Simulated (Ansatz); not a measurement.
## WS$_{2}$: single-point calculation (part 1 of 2)

System: WS$_{2}$ (P3m1, 36 atoms in the cell).
Method: DFT PBE, scalar-relativistic, plane waves, PAW, no spin polarisation (Ansatz 0.2.0).

The structure derives from a Materials Project entry. Figures and captions count atoms from 1; the log counts them from 0 in places.

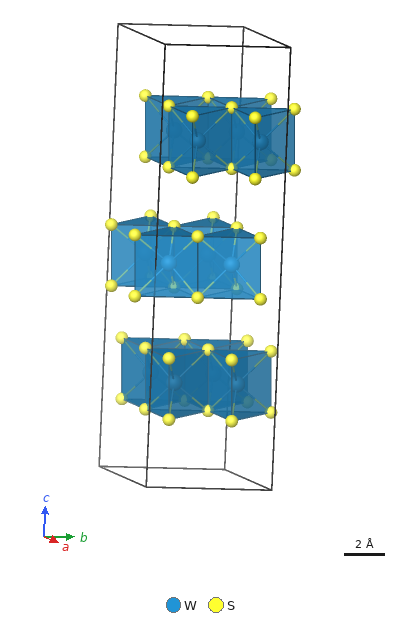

**Figure 1.** The input geometry (polyhedral view of the cell of the calculation, with the vacuum cut short, seen slightly off an axis; polyhedra are completed across the faces of the cell). An atom can appear more than once, as a periodic image.

Key numbers:

```tsv
quantity	value
outcome	converged
space group (tolerance 0.01 Å)	P3m1 (156)
electrons treated	312
free energy	−146297.7276 eV
Fermi energy	6.299 eV
gap on the k-point mesh	1.69 eV
largest force (length of the vector)	0.208 eV/Å
hardware	4 threads of Arm Neoverse V1, 24 GiB of memory available, shared host
wall time	26 s (CPU time 98 s)
peak memory	4 GiB
```

Remarks:

Spin–orbit coupling is left out, which matters for W.

The input:
```yaml
crystal:
  lattice:
    - [-3.182954, -5.513038, 0.0]
    - [3.182954, -5.513038, 0.0]
    - [-1.591477, -2.756519, 28.532218]
  atoms:
    - { symbol: W, position: [0.837023, 0.666667, 0.659287] }
    - { symbol: W, position: [0.337023, 0.666667, 0.659287] }
    - { symbol: W, position: [0.837023, 0.166667, 0.659287] }
    - { symbol: W, position: [0.337023, 0.166667, 0.659287] }
    - { symbol: W, position: [0.890566, 0.333334, 0.885534] }
    - { symbol: W, position: [0.390566, 0.333334, 0.885534] }
    - { symbol: W, position: [0.890566, 0.833334, 0.885534] }
    - { symbol: W, position: [0.390566, 0.833334, 0.885534] }
    - { symbol: W, position: [0.616152, 0.333334, 0.434362] }
    - { symbol: W, position: [0.116152, 0.333334, 0.434362] }
    - { symbol: W, position: [0.616152, 0.833334, 0.434362] }
    - { symbol: W, position: [0.116152, 0.833334, 0.434362] }
    - { symbol: S, position: [0.696574, 0.666666, 0.940186] }
    - { symbol: S, position: [0.196574, 0.666666, 0.940186] }
    - { symbol: S, position: [0.696574, 0.166666, 0.940186] }
    - { symbol: S, position: [0.196574, 0.166666, 0.940186] }
    - { symbol: S, position: [0.922151, 0.666667, 0.489031] }
    - { symbol: S, position: [0.422151, 0.666667, 0.489031] }
    - { symbol: S, position: [0.922151, 0.166667, 0.489031] }
    - { symbol: S, position: [0.422151, 0.166667, 0.489031] }
    - { symbol: S, position: [0.976357, 0.333334, 0.713952] }
    - { symbol: S, position: [0.476357, 0.333334, 0.713952] }
    - { symbol: S, position: [0.976357, 0.833334, 0.713952] }
    - { symbol: S, position: [0.476357, 0.833334, 0.713952] }
    - { symbol: S, position: [0.751243, 0.666666, 0.830848] }
    - { symbol: S, position: [0.251243, 0.666666, 0.830848] }
    - { symbol: S, position: [0.751243, 0.166666, 0.830848] }
    - { symbol: S, position: [0.251243, 0.166666, 0.830848] }
    - { symbol: S, position: [0.976812, 0.666666, 0.37971] }
    - { symbol: S, position: [0.476812, 0.666666, 0.37971] }
    - { symbol: S, position: [0.976812, 0.166666, 0.37971] }
    - { symbol: S, position: [0.476812, 0.166666, 0.37971] }
    - { symbol: S, position: [0.531021, 0.333333, 0.604625] }
    - { symbol: S, position: [0.031021, 0.333333, 0.604625] }
    - { symbol: S, position: [0.531021, 0.833333, 0.604625] }
    - { symbol: S, position: [0.031021, 0.833333, 0.604625] }
basis:
  ecutwfc: 420
  fft_grid_basis: typed
kpoints:
  mp_grid: { grid: [2, 2, 2] }
hamiltonian:
  xc: pbe
  pseudopotentials: { kind: paw }
scf:
  occupations: { method: gaussian, width: 0.05 }
output:
  forces: true
  stress: false
  eigenvalues: true
  bader: false
  write_density: true
  volumetric_format: npy
```

Launch command:
```bash
ansatz run input.yaml --threads 4 --pin off --max-ram 10240MiB --backend cpu --events-out ev --progress --plain --runs-dir out
```

Log:
```
Engine: ansatz 0.2.0, aarch64-unknown-linux-gnu
Pseudopotentials: kind: paw
Pseudopotential: W, paw, valence charge 14, recommended cutoff 420 eV (normal), W.paw.azcp
Pseudopotential: S, paw, valence charge 6, recommended cutoff 420 eV (normal), S.paw.azcp
Functional definition: PBE
  parameter kappa = 0.804
  parameter beta = 0.06672455060314922
  exchange = pbe_x(kappa = kappa, mu = beta*pi^2/3)
  correlation = pbe_c(beta = beta)
Crystal: 36 atoms, lattice volume = 1001.352 Å³
Basis set: ecut = 420 eV, 19635 PW (Γ), exchange–correlation on 90×90×384 points (8 copies of the dense FFT grid, shifted against one another)
Bands: 192, of which v1, the nominal top of the filled ones, is band 156 counted from 1 (155 counted from 0)
Symmetry: 8 space group operations
Space group: P3m1 (ITA 156), of the structure as read, at distance tolerance 1.0e-4 Å
k-points: 6 of 8
Non-local potential: W, projectors of the file, l = 0: 3, l = 1: 2, l = 2: 2, l = 3: 1
Non-local potential: S, projectors of the file, l = 0: 2, l = 1: 2, l = 2: 2
PAW form: soft (Blöchl's): semilocal exchange-correlation on the pseudo side does not see the compensation charge
PAW one-centre angular grid: W, 590 points (default); XC on 64 Gauss nodes
PAW one-centre angular grid: S, 110 points (default); XC on 64 Gauss nodes
Initial density: superposition of atomic densities (neutral atoms: chi_scale 0, normalization atom), corrected by the library's trained network
Initial wavefunctions: pseudopotential atomic-orbital guess
Functional: x = pbe(κ = 0.804, μ = 0.2195149727645171), c = pbe(β = 0.06672455060314922)
SCF iter   1: F=—  HF=-146297.701489 eV  |F-HF|=—  |Δ(HF+E_count)|=         —  Δρ=4.67e-3  dr2=3.78e-1  ethr=1.77e-3  ⟨swp⟩=7.3  Hψ=5270  notcnv=0
preconditioner: auto → Resta (q_TF=auto, 2.246 Å⁻¹)  ε∞=5.3  [insulator: Δε(μ)=1.658 eV  Ē_g=8.338 eV  σ=0.050 eV  W_gap=1.00  n_scr=184 (ndim 8)  ℏωp=17.2 eV  f_vac=0.334  D(μ)=0.00/eV (n_scr^D=0)  ε∞_Penn≈5.3  vacuum switching on, ρ_ref=5.0e-3 e/Å³]
SCF iter   2: F=—  HF=-146297.699640 eV  |F-HF|=—  |Δ(HF+E_count)|=   1.85e-3  Δρ=2.36e-3  dr2=3.59e-2  ethr=1.21e-4  ⟨swp⟩=2.7  Hψ=1892  notcnv=0  defer=142
SCF iter   3: F=—  HF=-146297.716019 eV  |F-HF|=—  |Δ(HF+E_count)|=   1.64e-2  Δρ=1.35e-3  dr2=8.32e-3  ethr=1.15e-5  ⟨swp⟩=2.0  Hψ=1566  notcnv=0  defer=70
automatic band count: iteration 3 solves 180 bands in place of 192: the levels show a gap, and the empty bands left out lie too high to hold charge; the band table lists the bands solved (type scf.n_extra_bands for more)
SCF iter   4: F=—  HF=-146297.726627 eV  |F-HF|=—  |Δ(HF+E_count)|=   1.06e-2  Δρ=4.26e-4  dr2=2.10e-3  ethr=2.67e-6  ⟨swp⟩=2.0  Hψ=1583  notcnv=0  defer=70
SCF iter   5: F=—  HF=-146297.727498 eV  |F-HF|=—  |Δ(HF+E_count)|=   8.71e-4  Δρ=9.13e-5  dr2=1.87e-4  ethr=6.75e-7  ⟨swp⟩=2.2  Hψ=1655  notcnv=0  defer=70
SCF iter   6: F=—  HF=-146297.727503 eV  |F-HF|=—  |Δ(HF+E_count)|=   4.77e-6  Δρ=3.37e-5  dr2=4.19e-5  ethr=6.00e-8  ⟨swp⟩=3.3  Hψ=2091  notcnv=0  defer=70
SCF iter   7: F=—  HF=-146297.727638 eV  |F-HF|=—  |Δ(HF+E_count)|=   1.35e-4  Δρ=1.66e-5  dr2=7.01e-6  ethr=1.34e-8  ⟨swp⟩=2.0  Hψ=1416  notcnv=0  defer=70
SCF iter   8: F=—  HF=-146297.727638 eV  |F-HF|=—  |Δ(HF+E_count)|=   3.82e-7  Δρ=3.27e-6  dr2=1.87e-7  ethr=2.25e-9  ⟨swp⟩=2.5  Hψ=2136  notcnv=0  defer=70
SCF iter   9: F=-146297.727637 eV  HF=-146297.727637 eV  |F-HF|=8.54e-8  |Δ(HF+E_count)|=   1.64e-8  Δρ=1.30e-6  dr2=9.51e-8  ethr=3.21e-11  ⟨swp⟩=12.8  Hψ=5032  notcnv=0
SCF 1 converged in 9 iterations: F = -146297.727637 eV  dr2 = 9.51e-8
  greatest PAW one-centre occupation: 1.000 electrons in one spin orbital (limit 2), on the W atom at site 7 (counted from 0), in its partial waves of l = 0
```

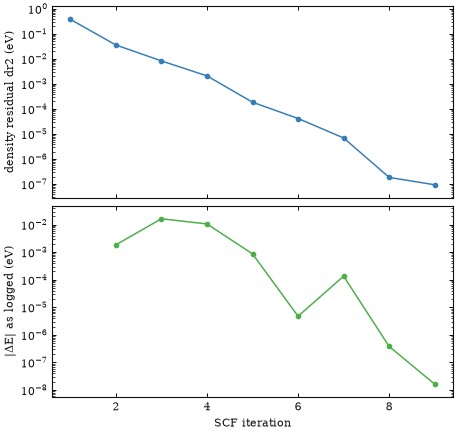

**Figure 2.** Convergence of the self-consistent field: density residual dr2 and size of the energy change against the SCF iteration. The residual falls at every step.

```
SCF converged after 9 iterations
Free energy (F): -146297.727637 eV
Harris-Foulkes:  -146297.727637 eV  (|F-HF|=8.54e-8)
Internal energy: -146297.727637 eV  (E = F + TS)
E sigma→0 (E₀):  -146297.727637 eV
Fermi energy:    6.298864 eV
--- Per-component energies (eV) ---
  E_band       = -4127.357122
  E_kinetic    = 7991.453275
  E_local      = -166157.162413  (includes V_loc(G=0)·N_el)
  E_nonlocal   = 688.229183
  E_hartree    = 79974.742810
  E_xc         = -5544.414465
  E_vxc        = -4978.347952  (∫ρ·V_xc dr)
  E_paw        = -117157.452293  (= ΣΔE_a)
  E_vpaw       = -1621.019641  (= ΣTr[D̂ρ^β])
  E_aug_tail   = -0.000698  (compensation charges beyond the density's cutoff)
  E_ewald      = 53906.876964
  E_smearing   = -0.000000  (= −TS)
  E_closure    = 0.000000  (closes the sum)
  Σ components = -146297.727637   (vs F -146297.727637, Δ=0.00e0)
--- Forces (eV/Å), atoms counted from 1 ---
  atom   1  W     -0.00001842     0.00001063     0.00374271
  atom   2  W     -0.00001842     0.00001063     0.00374271
  atom   3  W     -0.00001842     0.00001063     0.00374271
  atom   4  W     -0.00001842     0.00001063     0.00374271
  atom   5  W     -0.00013731     0.00007927     0.00905849
  atom   6  W     -0.00013731     0.00007927     0.00905849
  atom   7  W     -0.00013731     0.00007927     0.00905849
  atom   8  W     -0.00013731     0.00007927     0.00905849
  atom   9  W     -0.00008562     0.00004943    -0.01915161
  atom  10  W     -0.00008562     0.00004943    -0.01915161
  atom  11  W     -0.00008562     0.00004943    -0.01915161
  atom  12  W     -0.00008562     0.00004943    -0.01915161
  atom  13  S      0.00006887    -0.00003976     0.20700534
  atom  14  S      0.00006887    -0.00003976     0.20700534
  atom  15  S      0.00006887    -0.00003976     0.20700534
  atom  16  S      0.00006887    -0.00003976     0.20700534
  atom  17  S      0.00001863    -0.00001076     0.15164926
  atom  18  S      0.00001863    -0.00001076     0.15164926
  atom  19  S      0.00001863    -0.00001076     0.15164926
  atom  20  S      0.00001863    -0.00001076     0.15164926
  atom  21  S     -0.00001491     0.00000861     0.15763618
  atom  22  S     -0.00001491     0.00000861     0.15763618
  atom  23  S     -0.00001491     0.00000861     0.15763618
  atom  24  S     -0.00001491     0.00000861     0.15763618
  atom  25  S      0.00006864    -0.00003963    -0.14881194
  atom  26  S      0.00006864    -0.00003963    -0.14881194
  atom  27  S      0.00006864    -0.00003963    -0.14881194
  atom  28  S      0.00006864    -0.00003963    -0.14881194
  atom  29  S      0.00006676    -0.00003854    -0.20801440
  atom  30  S      0.00006676    -0.00003854    -0.20801440
  atom  31  S      0.00006676    -0.00003854    -0.20801440
  atom  32  S      0.00006676    -0.00003854    -0.20801440
  atom  33  S      0.00003328    -0.00001922    -0.15305269
  atom  34  S      0.00003328    -0.00001922    -0.15305269
  atom  35  S      0.00003328    -0.00001922    -0.15305269
  atom  36  S      0.00003328    -0.00001922    -0.15305269
  max |Σ_I F_I| component: 2.45e-4 eV/Å
--- Band table (eV; the first three rows and the last of 6) ---
  k-point 0: bands = ["-68.9187", "-68.9181", "-68.9181", "-68.9019", "-68.9019", "-68.9019", "-68.9013", "-68.9013", "-68.9013", "-68.9013", "-68.9013", "-68.9013", "-33.3855", "-33.3855", "-33.3855", "-33.3844", "-33.3844", "-33.3844", "-33.3841", "-33.3841", "-33.3841", "-33.1987", "-33.1984", "-33.1983", "-33.1364", "-33.1364", "-33.1364", "-33.1361", "-33.1361", "-33.1361", "-33.1361", "-33.1361", "-33.1361", "-33.1307", "-33.1307", "-33.1307", "-33.1296", "-33.1296", "-33.1296", "-33.1294",
      "-33.1294", "-33.1294", "-33.0518", "-33.0518", "-33.0507", "-33.0507", "-33.0505", "-33.0505", "-9.8349", "-9.7876", "-9.7465", "-8.2079", "-8.1157", "-8.0352", "-7.6953", "-7.6953", "-7.6953", "-7.6718", "-7.6718", "-7.6718", "-7.6546", "-7.6546", "-7.6546", "-7.4146", "-7.4146", "-7.4146", "-7.3919", "-7.3919", "-7.3919", "-7.3786", "-7.3786", "-7.3786", "-1.6111", "-1.5527", "-1.5527", "-1.5527", "-1.4907", "-1.4907", "-1.4907", "-1.4360",
      "-1.4360", "-1.4360", "-1.3667", "-1.1173", "-0.2064", "-0.2064", "-0.2064", "-0.1550", "-0.1550", "-0.1549", "-0.1019", "-0.1019", "-0.1019", "0.4277", "0.4277", "0.4277", "0.5890", "0.5890", "0.5891", "0.7237", "0.7237", "0.7238", "1.5446", "1.5446", "1.5446", "1.5629", "1.5629", "1.5629", "1.5762", "1.5762", "1.5762", "2.1013", "2.1013", "2.1064", "2.1064", "2.1084", "2.1084", "2.3557", "2.8445", "2.8445",
      "2.8445", "2.8902", "2.8902", "2.8902", "2.8909", "2.9250", "2.9250", "2.9250", "3.3384", "3.3384", "3.3505", "3.3505", "3.3579", "3.3579", "3.5174", "3.6642", "3.6642", "3.6642", "3.7057", "3.7057", "3.7057", "3.7396", "3.7396", "3.7396", "4.0423", "4.0423", "4.0423", "4.0887", "4.0887", "4.0887", "4.1199", "4.1199", "4.1199", "4.7655", "5.1526", "5.4557", "7.8491", "7.8491", "7.8491", "7.8600",
      "7.8600", "7.8600", "7.8684", "7.8684", "7.8684", "7.8909", "7.8909", "7.8970", "7.8970", "7.8996", "7.8996", "8.0391", "8.0391", "8.0781", "8.0781", "8.1088", "8.1088", "8.2589", "8.2589", "8.2589"]
```
